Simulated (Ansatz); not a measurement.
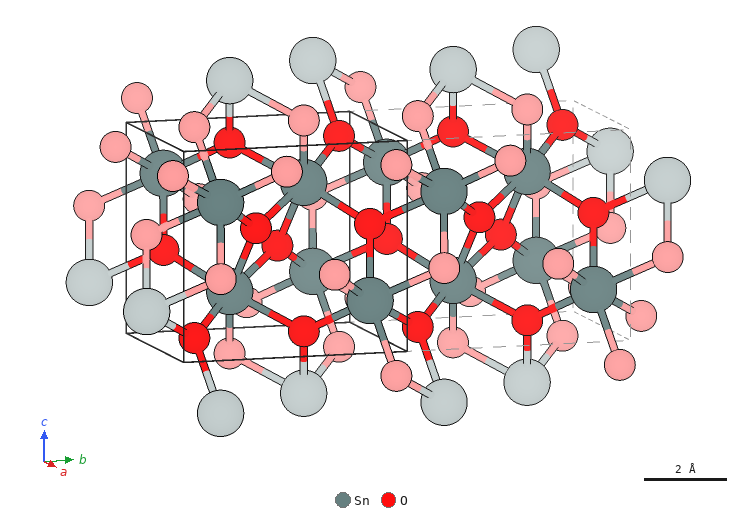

Shown here is a ball-and-stick view of the crystal, taken slightly off an axis. The solid frame is a single conventional unit cell within a 1×2×1 block. The first bonded neighbours in the surrounding cells are also shown, in fainter colours. Cell: a = 4.735 Å, b = 5.751 Å, c = 5.247 Å, α = 90.00°, β = 90.00°, γ = 90.00°.

Summary of the structure:

The material is SnO2. The lattice is primitive orthorhombic and the space group Pbcn (No. 60). The cell comprises 4 formula units: 4 Sn, 8 O. Each Sn atom is coordinated by six O in a distorted octahedral arrangement at about 2.0 to 2.1 Å. The coordination shell of O holds three Sn at about 2.0 to 2.1 Å. The bonds build a three-dimensional framework.

The initial geometry was a structure listed in the Materials Project. Earlier steps of the study may have refined or changed the cell and positions. It was the input of a calculation with Ansatz.

At this level of theory the cell isn't at rest (compressed, at 7 GPa), so its distances can differ from those at equilibrium, the more so the softer the solid.
